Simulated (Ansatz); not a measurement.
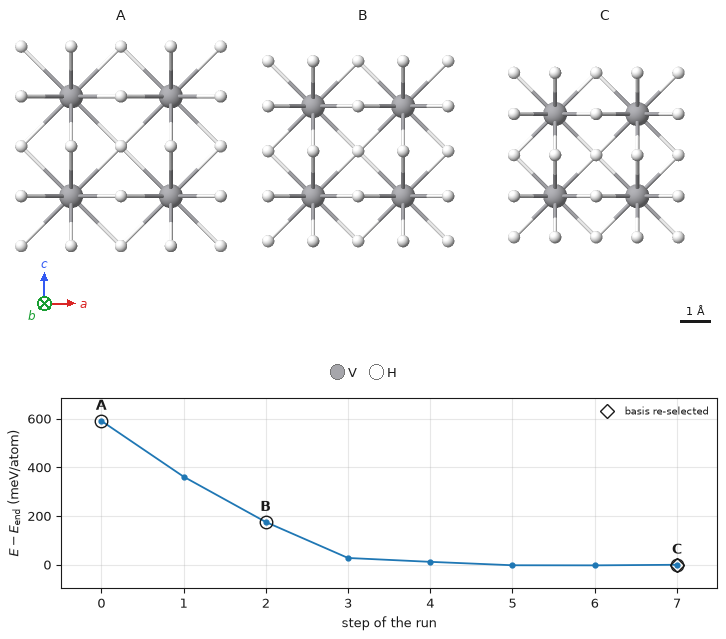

Frames of a relaxation of solid VH3 (a generated structure, set up in Pm-3m) (coarse preliminary run), marked on the history of the run. Style: ball-and-stick. Shown: the cell of the calculation, along the b axis.

The calculation used Ansatz 0.2.0, DFT PBE, scalar-relativistic, plane waves, PAW. Settings: plane-wave cutoff 420 eV; k-point mesh 6 × 6 × 6; occupations gaussian; smearing width 0.1 eV; collinear spin; cell and atoms relaxed; force threshold 0.04 eV/Å; at most 70 steps.

Describe the path.

Over 6 accepted moves (7 points after the start) the energy falls by 591 meV per atom. All forces vanish by symmetry, so only the cell relaxes. The pressure goes from −27.67 to 0.01 GPa. The SCF was repeated once at an unchanged geometry on a basis and grid sized afresh for the cell, which shifted the energy by 2.4 meV per atom at most. The atoms keep their places relative to the cell (all moves are under 0.005 Å). The drawn cell changes as follows: a = b = c 3.366 → 2.774 Å (−17.6 %); the volume changes by −44.0 %. Among the contacts that change: V–V 3.366 → 2.774 Å, H–V 2.380 → 1.961 Å. The space group stays Pm-3m (No. 221). Cost: 15 s on 1 thread of Arm Neoverse V1 (shared host), peak memory 0.29 GiB. From step 0 to 2: volume −26.5 %, energy −416 meV per atom. From step 2 to 7: volume −23.9 %, energy −176 meV per atom.

```json
{"step": "0", "E − E(0), meV/atom": "0.00", "pressure, GPa": "-27.67", "volume, Å³/atom": "9.530", "note": ""}
{"step": "1", "E − E(0), meV/atom": "-229.16", "pressure, GPa": "-26.83", "volume, Å³/atom": "8.203", "note": ""}
{"step": "2", "E − E(0), meV/atom": "-415.58", "pressure, GPa": "-22.97", "volume, Å³/atom": "7.006", "note": ""}
{"step": "3", "E − E(0), meV/atom": "-563.33", "pressure, GPa": "-14.68", "volume, Å³/atom": "5.931", "note": ""}
{"step": "4", "E − E(0), meV/atom": "-579.20", "pressure, GPa": "13.81", "volume, Å³/atom": "4.972", "note": ""}
{"step": "5", "E − E(0), meV/atom": "-593.25", "pressure, GPa": "-1.76", "volume, Å³/atom": "5.394", "note": ""}
{"step": "6", "E − E(0), meV/atom": "-593.64", "pressure, GPa": "0.10", "volume, Å³/atom": "5.335", "note": ""}
{"step": "7", "E − E(0), meV/atom": "-591.28", "pressure, GPa": "0.01", "volume, Å³/atom": "5.335", "note": "same geometry, new basis"}
```
